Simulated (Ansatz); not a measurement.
System: Cu₂Au.

The calculation's input:

```
crystal:
  lattice:
    - [0.0, 2.9579325666, 2.9579325666]
    - [2.9579325666, 0.0, 2.9579325666]
    - [2.9579325666, 2.9579325666, 0.0]
  atoms:
    - { symbol: Cu, position: [0.25, 0.25, 0.25] }
    - { symbol: Cu, position: [0.75, 0.75, 0.75] }
    - { symbol: Au, position: [0.0, 0.0, 0.0] }
basis:
  ecutwfc: 420
kpoints:
  mp_grid: { grid: [14, 14, 14] }
hamiltonian:
  xc: pbe
scf:
  occupations: { method: gaussian, width: 0.1 }
output:
  forces: true
  stress: true
  eigenvalues: true
  write_density: true
  write_potential: true
  elf: true
  volumetric_format: npy
relax:
  adjacent_minimum: "off"
  f_tol: 0.01
  max_steps: 80
  cell: { stress_tol: 0.05 }
```

Run with:

```sh
ansatz run input.yaml --threads 1 --pin off --max-ram 2560MiB --backend cpu --events-out ev --progress --plain --runs-dir out
```

Below, planes, directions and counts refer to the conventional cell (a = 5.92 Å, b = 5.92 Å, c = 5.92 Å, α = 90.00°, β = 90.00°, γ = 90.00°).

The fields are those of the relaxed geometry.

Space group Fm-3m; started from the fluorite_225 prototype, which need not be the ambient phase; computed without spin polarisation.

All numbers below come from DFT PBE, scalar-relativistic, plane waves, PAW in Ansatz 0.2.0.

### What will maps of the valence pseudo-density and electron localisation function show?

Cu–Au (2.56 Å): the density is about 0.39 e/Å³ at the midpoint; the ELF is about 0.25 at the midpoint (no shared electron pair shows on this line).

### Does the calculation give a band gap?

It is metallic or semimetallic at this level of theory: no gap opens.

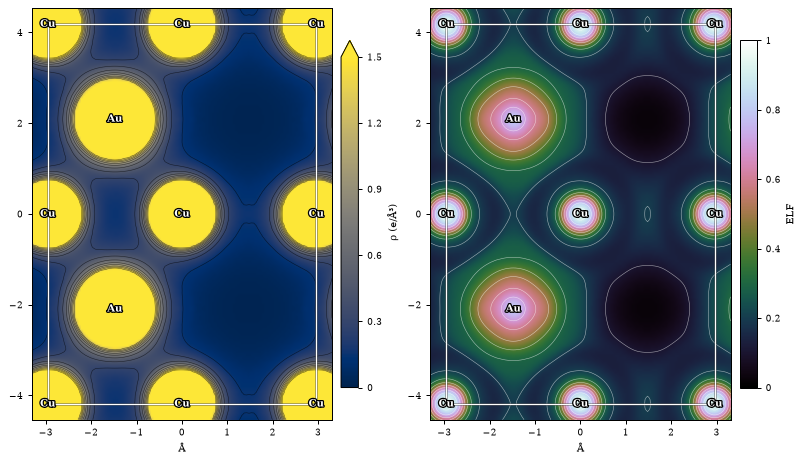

Computed valence pseudo-density and electron localisation function on the (110) plane of the conventional cell, in this order. 

The density is the valence pseudo-density of a PAW calculation; it isn't the true density close to the nuclei.
